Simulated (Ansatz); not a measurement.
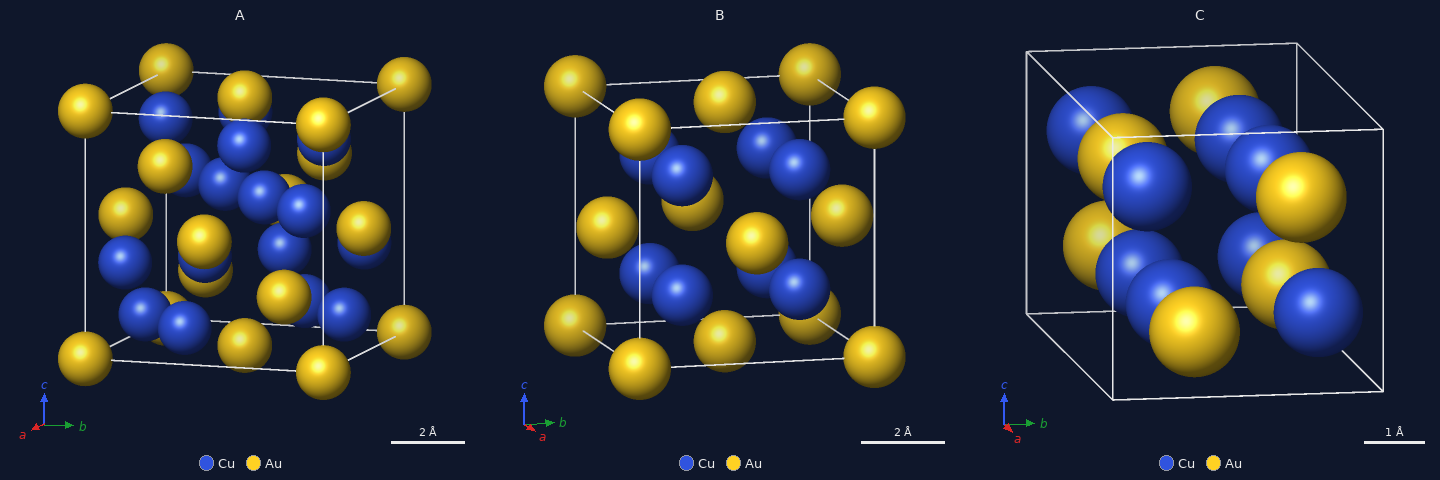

Three structures of Cu₂Au, each relaxed to rest (conventional cells in solid outline, small ones repeated, each panel with its own scale). Method: DFT PBE, scalar-relativistic, plane waves, PAW (Ansatz), without spin polarisation.

Question: What are the structures shown?

Answer: A: cubic Laves phase (C15, MgCu₂ type), Fd-3m; B: antifluorite, Fm-3m; C: 12 atoms a cell on a base-centred orthorhombic lattice, Cmcm.

Question: Which of these is lowest in energy, and how far above it do the others lie?

Answer: C, then A (+45 meV/atom) and B (+303 meV/atom), energies at zero smearing.

Question: Collect the results in a table.

Answer:
| panel | structure | E − E(lowest) (meV/atom) | volume (Å³/atom) | gap (eV) |
| --- | --- | --- | --- | --- |
| C | Cmcm | 0 | 14.1 | metal |
| A | Fd-3m | 45 | 14.0 | metal |
| B | Fm-3m | 303 | 17.3 | metal |

Some of these may be structure types tried for this composition rather than known phases, and the most stable form need not be among them. Gaps are taken on the k-mesh or band path of each run.
